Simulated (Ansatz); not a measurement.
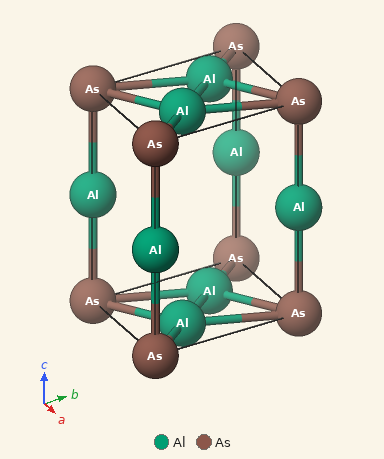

Shown here is a ball-and-stick view of the crystal, taken slightly off an axis. The lines enclose the conventional unit cell; boundary atoms appear with their images. Cell: a = 4.79 Å, b = 4.79 Å, c = 5.00 Å, α = 90.00°, β = 90.00°, γ = 120.00°.

The model was built from a structure type filled with these elements by a generator (whether the compound takes this form wasn't checked). Earlier steps of the study may have refined or changed the cell and positions. A calculation with Ansatz used it as input.

Characterise what is shown.

The formula is Al₃As. Space group: P6/mmm (No. 191). Lattice: primitive hexagonal. One cell contains 3 Al, 1 As, 4 atoms in all. Each As atom has eight Al at about 2.5 to 2.8 Å around it. Al takes two kinds of site: 1b with two As in a linear arrangement at about 2.5 Å; 2c with three Al and three As (about 2.8 Å to Al, 2.8 Å to As). The bonds build a three-dimensional framework.

The calculation used DFT PBE, scalar-relativistic, plane waves, PAW (Ansatz), with a kinetic-energy cutoff of 420 eV, k-grid 12×12×10, Gaussian smearing of 0.1 eV, no spin polarisation.

How large a gap does the method give, if there is one?

A metal: bands cross the Fermi level.

How charged are the atoms, by the Bader scheme?

Al +0.43 to +0.87 e; As -1.72 e.

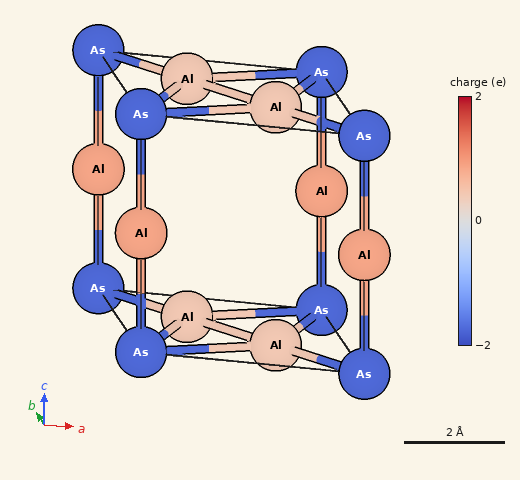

The atoms coloured by those charges. The run's cell of 4 atoms is drawn.

Is this an equilibrium geometry for the method given?

Yes. All forces vanish to within 0.01 eV/Å. The pressure is 0.0 GPa, close to zero.
